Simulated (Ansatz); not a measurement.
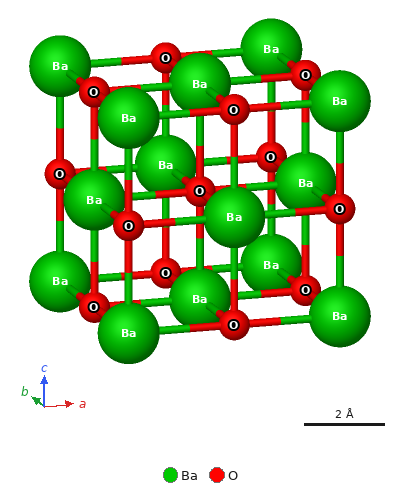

Figure 1. The starting structure (ball-and-stick view of the cell 4 times as large as that of the calculation, set on its symmetry axes, seen slightly off an axis). Near neighbours in the crystal (not all of them lie inside the picture): Ba has 6 O at 2.79 Å; O has 6 Ba at 2.79 Å.

# Geometry relaxation of BaO

The run: geometry relaxation of BaO (Fm-3m, 2 atoms in the cell). Method and program: DFT, r2SCAN, plane waves, PAW, no spin polarisation (Ansatz 0.2.0).

The structure derives from a Materials Project entry.

## Input
```yaml
crystal:
  lattice:
    - [0.0, 2.7903917095, 2.7903917095]
    - [2.7903917095, 0.0, 2.7903917095]
    - [2.7903917095, 2.7903917095, 0.0]
  atoms:
    - { symbol: Ba, position: [0.0, 0.0, 0.0] }
    - { symbol: O, position: [0.5, 0.5, 0.5] }
kpoints:
  mp_grid: { grid: [9, 9, 9] }
scf:
  occupations: { method: fermi_dirac, width: 0.03 }
  initial_density: { chi_scale: 0.1 }
hamiltonian:
  xc: r2scan
  pseudopotentials: { kind: paw }
output:
  forces: true
  stress: true
  write_density: true
  write_potential: true
  elf: true
  volumetric_format: npy
relax:
  f_tol: 0.01
  max_steps: 30
```

Command:
```bash
ansatz run input.yaml --threads 1 --pin off --max-ram 2048MiB --backend cpu --events-out ev --progress --plain --runs-dir out
```

## The program's output
```
Warning: output.stress: scf.convergence.dr2_threshold = 1e-7 eV (the SCF's general default) is looser than the 2e-10 eV advised for a printed stress (1e-10 eV for each atom of the cell: 2). What an SCF threshold leaves in a stress goes as its square root, and in the free energy as the threshold itself, and one threshold admits the most on a small cell: of the crystals measured, under no hybrid functional and no lock of the moments, on runs that ended without the residual-converged pass, on stresses that held no estimate of that error, the worst erred by over 100 MPa in a component at 1e-7 eV an atom and by under 5 at 1e-10. Every solve of this run answers to scf.convergence.dr2_threshold, and the tensor of one is reported: a single SCF on the reported geometry and on this run's grids (its basis.xc_grid and basis.ecutrho_ratio typed), with scf.convergence.dr2_threshold at 2e-10 eV or tighter, prints it and tightens no other solve. Else set scf.convergence.dr2_threshold to 2e-10 eV or tighter. The threshold is an SCF's pass mark: one that does not reach it within its budget of iterations ends unconverged, or closes short of it on a stop that the run arms, and scf.convergence.dr2_threshold's page says what that costs each kind of run
Engine: ansatz 0.2.0, x86_64-unknown-linux-gnu
Pseudopotentials: kind: paw
Pseudopotential: Ba, paw, valence charge 10, recommended cutoff 500 eV (meta_gga), Ba.paw.azcp
Pseudopotential: O, paw, valence charge 6, recommended cutoff 500 eV (meta_gga), O.paw.azcp
Functional definition: r2SCAN
  parameter k0 = 0.174
  parameter k1 = 0.065
  parameter a1 = 4.9479
  exchange = r2scan_x(k0 = k0, k1 = k1, a1 = a1)
  correlation = r2scan_c
Crystal: 2 atoms, lattice volume = 43.454 Å³
Basis set: ecut = 500 eV, 1067 PW (Γ), exchange–correlation on 120×120×120 points (64 copies of the dense FFT grid, shifted against one another)
Bands: 12, of which v1, the nominal top of the filled ones, is band 8 counted from 1 (7 counted from 0)
Symmetry: 48 space group operations
Space group: Fm-3m (ITA 225), of the structure as read, at distance tolerance 3.5e-5 Å
k-points: 35 of 729
Non-local potential: Ba, projectors of the file, l = 0: 3, l = 1: 2, l = 2: 2, l = 3: 2
Non-local potential: O, projectors of the file, l = 0: 2, l = 1: 2, l = 2: 1
PAW form: soft (Blöchl's): semilocal exchange-correlation on the pseudo side does not see the compensation charge
PAW frozen core: Ba, regenerated for the run's functional (the file was generated under x = pbe(κ = 0.804, μ = 0.2195149727645171), c = pbe(β = 0.06672455060314922))
PAW frozen core: O, regenerated for the run's functional (the file was generated under x = pbe(κ = 0.804, μ = 0.2195149727645171), c = pbe(β = 0.06672455060314922))
PAW one-centre angular grid: Ba, 302 points (default); XC on 160 Gauss nodes
PAW one-centre angular grid: O, 302 points (default); XC on 160 Gauss nodes
Initial density: superposition of atomic densities (chi_scale 0.1, normalization cell, long waves kept (reshape's long-wave potential 0.00 eV rms))
Initial wavefunctions: pseudopotential atomic-orbital guess
Functional: x = r2scan, c = r2scan; τ floored in thin density (d = 2e-4 eV/Å³)
SCF iter   1: F=—  HF=-6536.053520 eV  |F-HF|=—  |Δ(HF+E_count)|=         —  Δρ=7.73e-2  dr2=2.05e0  dr2_τ=2.63e-2  ethr=3.10e-3  ⟨swp⟩=8.1  Hψ=3501  notcnv=0
preconditioner: auto → none  [insulator: Δε(μ)=1.460 eV  Ē_g=13.629 eV  σ=0.030 eV  W_gap=1.00  n_scr=14 (ndim 8)  ℏωp=21.1 eV  f_vac=0.000  D(μ)=0.00/eV (n_scr^D=0)  ε∞_Penn≈3.4]
SCF iter   2: F=—  HF=-6536.379695 eV  |F-HF|=—  |Δ(HF+E_count)|=   3.26e-1  Δρ=6.24e-2  dr2=2.00e0  dr2_τ=2.38e-1  ethr=3.10e-3  ⟨swp⟩=3.6  Hψ=1301  notcnv=0
SCF iter   3: F=—  HF=-6535.927403 eV  |F-HF|=—  |Δ(HF+E_count)|=   4.52e-1  Δρ=1.40e-2  dr2=8.56e-2  dr2_τ=3.48e-3  ethr=3.10e-3  ⟨swp⟩=2.9  Hψ=896  notcnv=0
SCF iter   4: F=—  HF=-6535.965491 eV  |F-HF|=—  |Δ(HF+E_count)|=   3.81e-2  Δρ=7.10e-3  dr2=3.23e-2  dr2_τ=1.73e-3  ethr=5.35e-4  ⟨swp⟩=2.5  Hψ=718  notcnv=0
SCF iter   5: F=—  HF=-6535.958427 eV  |F-HF|=—  |Δ(HF+E_count)|=   7.06e-3  Δρ=1.43e-3  dr2=1.49e-3  dr2_τ=3.80e-5  ethr=2.02e-4  ⟨swp⟩=2.7  Hψ=684  notcnv=0
SCF iter   6: F=—  HF=-6535.958119 eV  |F-HF|=—  |Δ(HF+E_count)|=   3.08e-4  Δρ=5.98e-4  dr2=2.54e-4  dr2_τ=1.16e-5  ethr=9.29e-6  ⟨swp⟩=2.2  Hψ=661  notcnv=0
SCF iter   7: F=—  HF=-6535.958069 eV  |F-HF|=—  |Δ(HF+E_count)|=   4.96e-5  Δρ=1.57e-4  dr2=1.79e-5  dr2_τ=1.25e-7  ethr=1.59e-6  ⟨swp⟩=2.2  Hψ=489  notcnv=0
SCF iter   8: F=—  HF=-6535.958064 eV  |F-HF|=—  |Δ(HF+E_count)|=   5.07e-6  Δρ=1.46e-5  dr2=1.63e-7  dr2_τ=2.67e-9  ethr=1.12e-7  ⟨swp⟩=2.0  Hψ=517  notcnv=0
SCF iter   9: F=-6535.958064 eV  HF=-6535.958064 eV  |F-HF|=1.95e-9  |Δ(HF+E_count)|=   2.19e-8  Δρ=1.92e-6  dr2=2.73e-9  dr2_τ=7.48e-11  ethr=6.25e-10  ⟨swp⟩=7.9  Hψ=2316  notcnv=0
SCF 1 converged in 9 iterations: F = -6535.958064 eV  dr2 = 2.73e-9
  greatest PAW one-centre occupation: 0.949 electrons in one spin orbital (limit 2), on the Ba atom at site 0 (counted from 0), in its partial waves of l = 0
relax step   1: F+E_penalty+E_count = -6535.95806381 eV  Δ(F+E_penalty+E_count) = +0.000e0 eV  max|allowed force component| = 1.571e-29 eV/Å  Δτ_max = 0.0000 Å  (9 SCF iters, accepted)
NSCF: frozen V_eff on 35 k-points
the band table was solved once a step of the walk had ended and its energy, with any forces and stress, was formed, with the checks that follow a solve (3172 applications of the Hamiltonian). They found nothing against the state; the energy, forces and stress were not computed again (output.eigenvalues in the input reference)
Initial density: handed on by an earlier stage of this run
Initial wavefunctions: those handed on with the density
iter 1 solved again at ethr=1.70e-11 eV; its pass at ethr=3.10e-3 eV (dr2=2.73e-9 eV) is discarded
SCF iter   1: F=—  HF=-6535.958064 eV  |F-HF|=—  |Δ(HF+E_count)|=         —  Δρ=1.92e-6  dr2=2.72e-9  dr2_τ=7.48e-11  ethr=1.70e-11  ⟨swp⟩=1.0  Hψ=3324  notcnv=0
preconditioner: auto → none  [insulator: Δε(μ)=2.520 eV  Ē_g=13.983 eV  σ=0.030 eV  W_gap=1.00  n_scr=14 (ndim 8)  ℏωp=21.1 eV  f_vac=0.001  D(μ)=0.00/eV (n_scr^D=0)  ε∞_Penn≈3.3]
SCF iter   2: F=-6535.958064 eV  HF=-6535.958064 eV  |F-HF|=2.06e-9  |Δ(HF+E_count)|=  7.09e-11  Δρ=2.77e-6  dr2=2.49e-9  dr2_τ=3.90e-10  ethr=1.70e-11  ⟨swp⟩=7.0  Hψ=2037  notcnv=0
SCF 2 converged in 2 iterations: F = -6535.958064 eV  dr2 = 2.49e-9
```

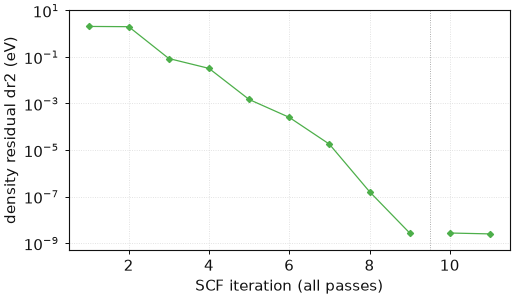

Figure 2. Convergence of the self-consistent field: density residual dr2 against the SCF iteration. Dotted lines part the SCF passes that the log prints in full.

```
NSCF: frozen V_eff on 35 k-points
the band table was solved once a step of the walk had ended and its energy, with any forces and stress, was formed, with the checks that follow a solve (2991 applications of the Hamiltonian). They found nothing against the state; the energy, forces and stress were not computed again (output.eigenvalues in the input reference)
SCF converged after 2 iterations
Free energy (F): -6535.958064 eV
Harris-Foulkes:  -6535.958064 eV  (|F-HF|=2.06e-9)
Internal energy: -6535.958064 eV  (E = F + TS)
E sigma→0 (E₀):  -6535.958064 eV
Fermi energy:    9.287092 eV
--- Per-component energies (eV) ---
  E_band       = -28.562060
  E_kinetic    = 345.371238
  E_local      = -572.193739  (includes V_loc(G=0)·N_el)
  E_nonlocal   = 103.079744
  E_hartree    = 204.121244
  E_xc         = -232.282266
  E_vxc        = -256.015368  (∫ρ·V_xc dr)
  E_paw        = -5410.952180  (= ΣΔE_a)
  E_vpaw       = -71.393511  (= ΣTr[D̂ρ^β])
  E_aug_tail   = 0.001010  (compensation charges beyond the density's cutoff)
  E_vtau       = 14.345060  (kinetic-family band-sum trace: ∫τ·v_τ [+ j·A + Jᵃ·Aᵃ] dr)
  E_ewald      = -973.141589
  E_core_change = 0.038475  (= ΣΔE_core)
  E_smearing   = -0.000000  (= −TS)
  E_closure    = 0.000000  (closes the sum)
  Σ components = -6535.958064   (vs F -6535.958064, Δ=0.00e0)
--- Forces (eV/Å), atoms counted from 1 ---
  atom   1  Ba     0.00000000    -0.00000000     0.00000000
  atom   2  O      0.00000000    -0.00000000    -0.00000000
  max |Σ_I F_I| component: 3.48e-29 eV/Å
--- Stress (GPa, compression-positive) ---
       -1.437729       0.000000       0.000000
       -0.000000      -1.437729      -0.000000
        0.000000      -0.000000      -1.437729
  P = ⅓ Tr σ = -1.4377 GPa (-14.377 kbar)
--- Band table (eV; the first three rows and the last of 35) ---
  k-point 0: bands = ["-18.5313", "-7.8725", "-2.6785", "-2.6785", "-2.6785", "7.6356", "7.6356", "7.6356", "12.1343", "13.2369", "13.2369", "13.2369"]
  k-point 1: bands = ["-18.5035", "-7.9464", "-2.7140", "-2.6918", "-2.6918", "7.4058", "7.5004", "7.5004", "12.6227", "13.0435", "13.4452", "13.4452"]
  k-point 2: bands = ["-18.4316", "-8.1345", "-2.7998", "-2.7251", "-2.7251", "6.9271", "7.1865", "7.1865", "12.8166", "13.9196", "14.0293", "14.0293"]
  k-point 34: bands = ["-18.2188", "-8.2294", "-3.6697", "-3.5801", "-2.7822", "6.7837", "7.7327", "7.8085", "12.5499", "13.5313", "15.5111", "17.6148"]
--- Relaxed structure (1 steps of the walk, 1 accepted, 0 SCFs on fresh bases) ---
  F+E_penalty+E_count = -6535.95806381 eV   max|allowed force component| = 1.571e-29 eV/Å
  atoms:
    - { symbol: Ba, position: [0.0, 0.0, 0.0] }
    - { symbol: O, position: [0.5, 0.5, 0.5] }
```

## File rho_z.tsv
```
# z_ang	rho[e/angstrom^3]
# format = ansatz-planar-average/11
# lattice	0.000000000	2.790391710	2.790391710
# lattice	2.790391710	0.000000000	2.790391710
# lattice	2.790391710	2.790391710	0.000000000
# sites	2
# site	56	0.000000000	0.000000000	0.000000000
# site	8	2.790391710	2.790391710	2.790391710
0.000000	3.746407e-1
0.131540	3.746681e-1
0.263081	3.742068e-1
0.394621	3.711972e-1
0.526161	3.624211e-1
0.657702	3.452904e-1
0.789242	3.203791e-1
0.920782	2.933805e-1
1.052323	2.734915e-1
1.183863	2.706362e-1
1.315403	2.936439e-1
1.446944	3.449738e-1
1.578484	4.150693e-1
1.710024	4.848941e-1
1.841565	5.350360e-1
1.973105	5.530554e-1
2.104645	5.350360e-1
2.236186	4.848941e-1
2.367726	4.150693e-1
2.499266	3.449738e-1
2.630807	2.936439e-1
2.762347	2.706362e-1
2.893887	2.734915e-1
3.025428	2.933805e-1
3.156968	3.203791e-1
3.288508	3.452904e-1
3.420048	3.624211e-1
3.551589	3.711972e-1
3.683129	3.742068e-1
3.814669	3.746681e-1
```

## File v_z.tsv
```
# z_ang	v_es[eV]	v_tot[eV]
# format = ansatz-planar-average/11
# xc	r2scan
# density_cutoff_ev	2000
# datasets	Ba=:simpson_from_first_knot:soft:shift=0	O=:simpson_from_first_knot:soft:shift=0
# lattice	0.000000000	2.790391710	2.790391710
# lattice	2.790391710	0.000000000	2.790391710
# lattice	2.790391710	2.790391710	0.000000000
# sites	2
# site	56	0.000000000	0.000000000	0.000000000
# site	8	2.790391710	2.790391710	2.790391710
0.000000	-6.866913e-1	-1.179555e1
0.131540	-5.363139e-1	-1.160294e1
0.263081	-8.986651e-2	-1.104004e1
0.394621	6.304095e-1	-1.015411e1
0.526161	1.596602e0	-8.994651e0
0.657702	2.766033e0	-7.604997e0
0.789242	4.084864e0	-6.037250e0
0.920782	5.477578e0	-4.405071e0
1.052323	6.832000e0	-2.883493e0
1.183863	7.764254e0	-1.877257e0
1.315403	8.105551e0	-1.524035e0
1.446944	8.081043e0	-1.564863e0
1.578484	7.853427e0	-1.830583e0
1.710024	7.544910e0	-2.213163e0
1.841565	7.292417e0	-2.562548e0
1.973105	7.199183e0	-2.704239e0
2.104645	7.292417e0	-2.562548e0
2.236186	7.544910e0	-2.213163e0
2.367726	7.853427e0	-1.830583e0
2.499266	8.081043e0	-1.564863e0
2.630807	8.105551e0	-1.524035e0
2.762347	7.764254e0	-1.877257e0
2.893887	6.832000e0	-2.883493e0
3.025428	5.477578e0	-4.405071e0
3.156968	4.084864e0	-6.037250e0
3.288508	2.766033e0	-7.604997e0
3.420048	1.596602e0	-8.994651e0
3.551589	6.304095e-1	-1.015411e1
3.683129	-8.986651e-2	-1.104004e1
3.814669	-5.363139e-1	-1.160294e1
```

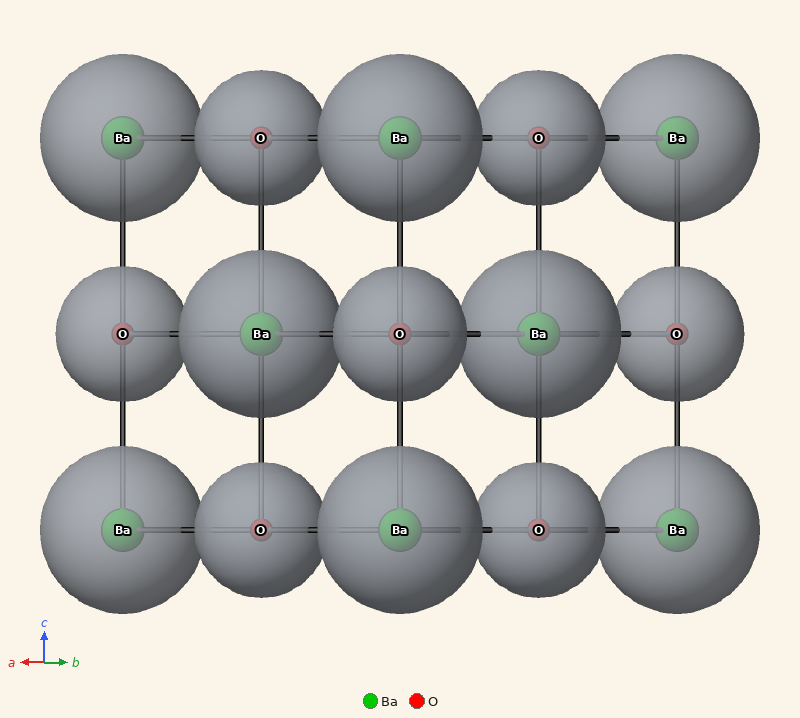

Figure 3. Isosurface of the valence pseudo-density at 0.4 e/Å³ (grey), seen along [110]. Sticks mark near contacts. The outline is the cell set on symmetry axes. At this value the density breaks into separate islands; it holds about 75 % of the electrons treated as valence (semicore included). It is pinched off along the Ba–O (2.79 Å) contacts. On the grid the lowest density along these lines, outside the cores, is 0.19 e/Å³ (Ba–O, 2.79 Å). The fields are those of the smooth PAW valence density.

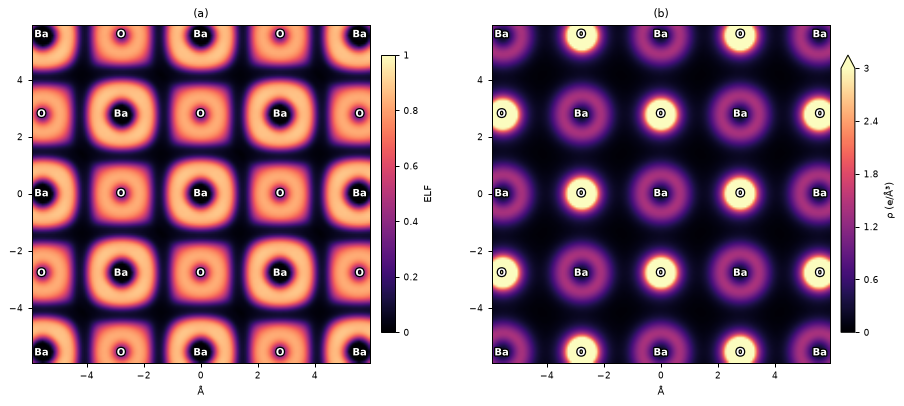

Figure 4. (a) ELF; (b) valence charge density (pseudo) on the (001) plane of the conventional cell. The section cuts through Ba and O sites. Away from the nuclei the density in this plane falls to 0.04 e/Å³ at its lowest. The strong features right at Ba lie inside the PAW spheres (semicore, d or f shells) and say nothing about bonding.

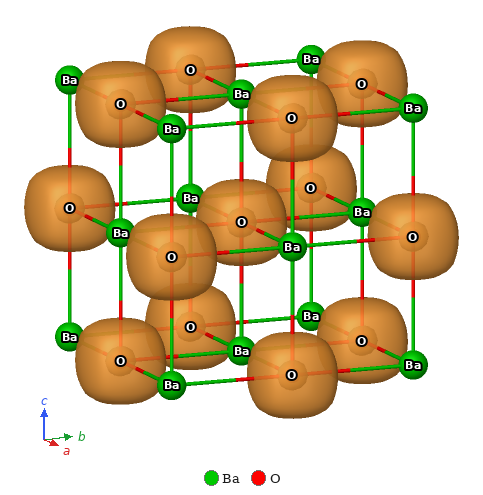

Figure 5. Isosurface of the electron localisation function at 0.65 (orange), seen slightly off an axis. Only the valence region is drawn (cores and ρ < 0.01 e/Å³ removed). Sticks mark near contacts. The outline is the cell set on symmetry axes. Values along the shortest contacts: Ba–O (2.79 Å): the ELF is about 0.10 at the midpoint (a closed-shell, largely ionic contact).

## Key numbers

| quantity | value |
| --- | --- |
| outcome | converged |
| space group (tolerance 0.01 Å) | Fm-3m (225) |
| electrons treated | 16 |
| free energy | −6535.9581 eV |
| Fermi energy | 9.287 eV |
| gap on the k-point mesh | 2.52 eV |
| pressure | −1.44 GPa |
| final volume | 43.45 Å³ |
| largest force (length of the vector) | under 0.001 eV/Å |
| hardware | 1 thread of Intel Xeon (Sapphire Rapids), 16 GiB of memory available, shared host |
| wall time | 5.3 s |
| peak memory | 0.49 GiB |

## Notes

The input already met the tolerances, so nothing moved. Settings chosen away from the usual ones: hamiltonian.xc = "r2scan", scf.initial_density.chi_scale = 0.1. Warnings of the run: the SCF threshold is looser than advised for the printed stress.

## Notes

Settings chosen away from the usual ones: hamiltonian.xc = "r2scan", scf.initial_density.chi_scale = 0.1. Warnings of the run: the SCF threshold is looser than advised for the printed stress.
